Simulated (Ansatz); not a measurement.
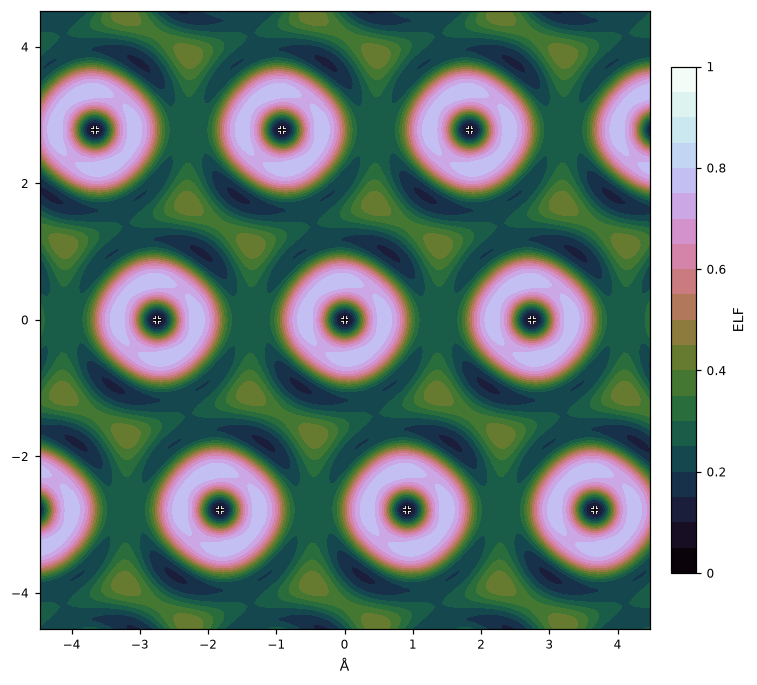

The electron localisation function on a plane through atoms (crosses mark nuclei in the plane).

Level of theory: DFT PBEsol, scalar-relativistic, plane waves, PAW in Ansatz 0.2.0.

Candidates:
A. Nb, a = 4.82 Å, b = 4.82 Å, c = 2.75 Å, α = 90.00°, β = 90.00°, γ = 120.00°. Space group R-3m; computed pressure about −8 GPa in this cell; computed without spin polarisation.
B. Ga, a = 2.75 Å, b = 7.72 Å, c = 3.25 Å, α = 90.00°, β = 90.00°, γ = 90.00°. Space group Cmcm; changed on purpose from its base cell (strain -0.050 along x and y, +0.025 along z, atoms carried along); computed pressure about 3 GPa in this cell.

Q: Which system is this?

A: Candidate A: Nb on the (110) plane of the conventional cell, which holds Nb. Nb–Nb (2.75 Å): the ELF is about 0.30 at the midpoint (no shared electron pair shows on this line). Nb–Nb (2.93 Å): the ELF is about 0.25 at the midpoint (no localised pair shows between them).
